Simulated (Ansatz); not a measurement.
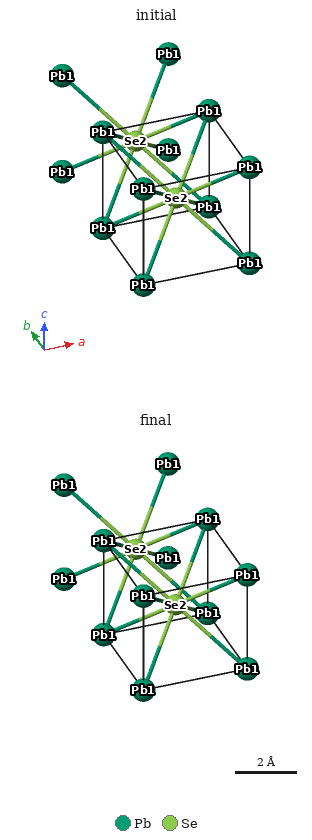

The structure of crystalline PbSe (set up in Pm-3m) before (top) and after (bottom) a relaxation, at one scale.

The picture is a ball-and-stick view of the cell of the calculation, repeated 1 × 2 × 1 with one cell outlined, seen from a free direction.

The run lets cell and atoms move.

Level of theory: Kohn-Sham DFT of a periodic cell, PBEsol, Ansatz PAW (Ansatz).

The input:
```yaml
crystal:
  lattice:
    - [3.784322, 0.0, 0.0]
    - [0.0, 3.784322, 0.0]
    - [0.0, 0.0, 3.784322]
  atoms:
    - { symbol: Pb, position: [0.0, 0.0, 0.0] }
    - { symbol: Se, position: [0.5, 0.5, 0.5] }
hamiltonian:
  xc: pbesol
  pseudopotentials: { kind: paw }
kpoints:
  mp_grid: { grid: [7, 7, 7] }
scf:
  occupations: { method: fermi_dirac, width: 0.05 }
output:
  forces: true
  stress: true
  eigenvalues: true
relax:
  f_tol: 0.01
  max_steps: 40
  cell: { stress_tol: 0.05 }
```

Command:
```bash
ansatz run input.yaml --threads 2 --pin off --max-ram 5632MiB --backend cpu --events-out ev --progress --plain --runs-dir out
```

Q: Describe what moved and what it gained.

A: Over 3 accepted moves (4 points after the start) the energy falls by 18.4 meV per atom. All forces vanish by symmetry, so only the cell relaxes. The pressure goes from −3.25 to −0.01 GPa. The SCF was repeated once at an unchanged geometry on a basis and grid sized afresh for the cell, which shifted the energy by 0.2 meV per atom at most. No atom moves by more than 0.005 Å relative to the cell. Cell: a = b = c 3.784 → 3.703 Å (−2.1 %). Volume −6.3 %. Among the contacts that change: Pb1–Se2 3.277 → 3.207 Å. The space group stays Pm-3m (No. 221).
